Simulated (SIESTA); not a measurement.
## CdS: 7 runs along one coordinate

System: CdS (P6₃mc, 4 atoms in the cell).
Method: Kohn-Sham DFT of a periodic cell, PBEsol, PseudoDojo 0.4 standard, converted to PSML, no spin polarisation (SIESTA 5.4.2).

The 7 runs differ only in the geometry, by an even scaling of the cell at fixed fractional positions. The structure derives from an entry of the Crystallography Open Database.

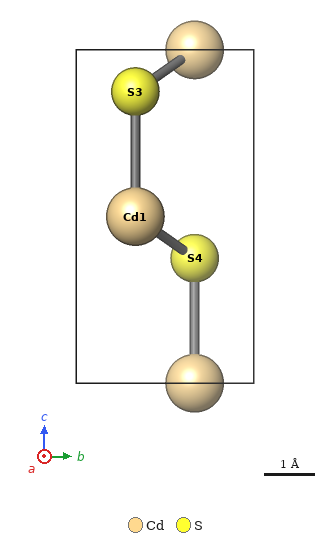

Figure 1. The structure of run 4 (ball-and-stick view of the cell of the calculation, along the a axis; atoms are numbered from 1 in the order of the input). An atom can appear more than once, as a periodic image.

**Input of run 4**
```
SystemName                      Greenockite
SystemLabel                     CdS
NumberOfSpecies                 2
NumberOfAtoms                   4
%block ChemicalSpeciesLabel
  1  48 Cd
  2  16 S
%endblock ChemicalSpeciesLabel

LatticeConstant                 1.0 Ang
%block LatticeVectors
     4.1500000000     0.0000000000     0.0000000000
    -2.0750000000     3.5940054257     0.0000000000
     0.0000000000     0.0000000000     6.7370000000
%endblock LatticeVectors
AtomicCoordinatesFormat         Fractional
%block AtomicCoordinatesAndAtomicSpecies
     0.6666666667     0.3333333333     0.5000000000  1  Cd
     0.3333333333     0.6666666667     0.0000000000  1  Cd
     0.6666666667     0.3333333333     0.8750000000  2  S
     0.3333333333     0.6666666667     0.3750000000  2  S
%endblock AtomicCoordinatesAndAtomicSpecies

%block kgrid.MonkhorstPack
    7   0   0  0.0
    0   7   0  0.0
    0   0   4  0.0
%endblock kgrid.MonkhorstPack
XC.Functional                   GGA
XC.Authors                      PBEsol
PAO.BasisSize                   DZP
PAO.EnergyShift                 0.003 Ry
Mesh.Cutoff                     800 Ry
OccupationFunction              FD
ElectronicTemperature           0.05 eV
MaxSCFIterations                120
SCF.MustConverge                false
SCF.Mixer.Method                Pulay
SCF.Mixer.Weight                0.25
SCF.Mixer.History               8
SCF.DM.Tolerance                5.0e-05
SCF.H.Tolerance                 1.0e-03 eV
WriteForces                     true
Charge.Mulliken                 end
%block PAO.Basis
  Cd 5
  n=4 0 2
    2.625 0.000
  n=5 0 2
    7.504 0.000
  n=4 1 2
    2.973 0.000
  n=5 1 1
    7.504
  n=4 2 2
    4.584 0.000
%endblock PAO.Basis
```

Command:
```bash
siesta CdS.fdf > CdS.out 2>&1
```

Run 3 differs from it as follows:
```diff
-     4.1500000000     0.0000000000     0.0000000000
-    -2.0750000000     3.5940054257     0.0000000000
-     0.0000000000     0.0000000000     6.7370000000
+     4.1221468118     0.0000000000     0.0000000000
+    -2.0610734059     3.5698838571     0.0000000000
+     0.0000000000     0.0000000000     6.6917838725
```

**Results, with one run withheld**

```csv
run,volume per atom (Å³),"free energy per atom, from the lowest run given (meV)",pressure (GPa),gap on the mesh (eV)
1,23.614,11.76,3.54,1.44
2,24.116,3.24,1.96,1.38
3,24.618,?,?,?
4,25.121,0.00,−0.78,1.27
5,25.623,4.25,−1.91,1.21
6,26.126,11.92,−2.95,1.16
7,26.628,22.60,−3.85,1.11
```

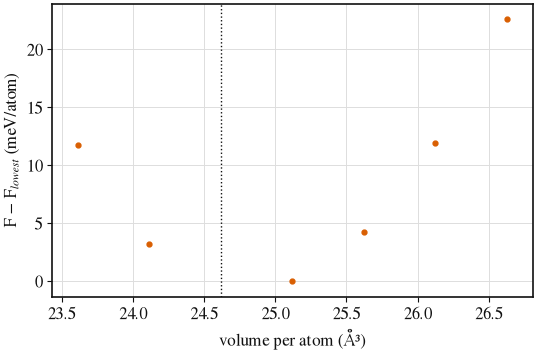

Figure 2. Free energy per atom of the runs given; the dotted line marks run 3.

Fit the runs given and predict run 3.

A cubic polynomial in V^(−2/3) (the Birch–Murnaghan form), fitted to the 6 runs given, misses them by at most 0.02 meV per atom. With x = V^(−2/3) − 0.11644 Å⁻², it reads F = 0.22964 − 1811.7 x + 7.9908e+05 x² + 2.1223e+06 x³ (meV per atom). At run 3 it gives −0.50 meV per atom, and the run itself gives −0.54. The slope of the fit gives a pressure −dF/dV of 0.50 GPa there, and the run prints 0.49 GPa. The fit has its minimum at 24.806 Å³ per atom, where V d²F/dV² gives 64 GPa. Cell shape and fractional positions are held, so this is the stiffness under even scaling; the relaxed bulk modulus wasn't computed. The gap on the mesh goes, without turning, from 1.44 eV in run 1 to 1.11 eV in run 7; run 3 has 1.32 eV. These are gaps of this functional on this mesh, which can miss the band edges; they aren't the measured gap.

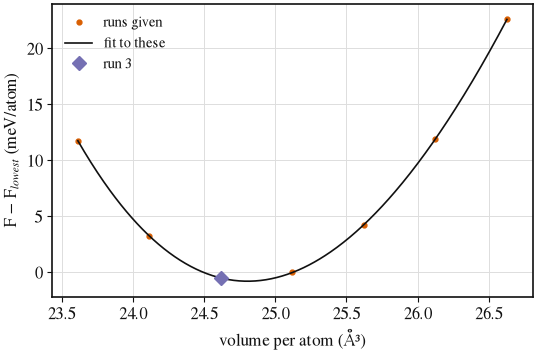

Figure 3. The fit and the withheld run.

**Some lines of the output (run 3)**
```
[...]
outcell: Cell volume (Ang**3)        :     98.4735
stepf: Fermi-Dirac step function
siesta: Etot    =    -10132.451923
siesta: FreeEng =    -10132.451923
        iscf     Eharris(eV)        E_KS(eV)     FreeEng(eV)     dDmax    Ef(eV) dHmax(eV)
siesta: E_KS(eV) =           -10136.0148
siesta: E_KS - E_eggbox =    -10136.0148
siesta: Etot    =    -10136.014788
siesta: FreeEng =    -10136.014788
siesta:         Fermi =      -4.352633
siesta: Cell volume =         98.473517 Ang**3
    Orbital volume contribution        =           2.931401 eV
```

Notes: Points of doubt noted for this run: mulliken charges of long orbitals. With a small basis of atomic orbitals these values can differ much from converged plane-wave results.
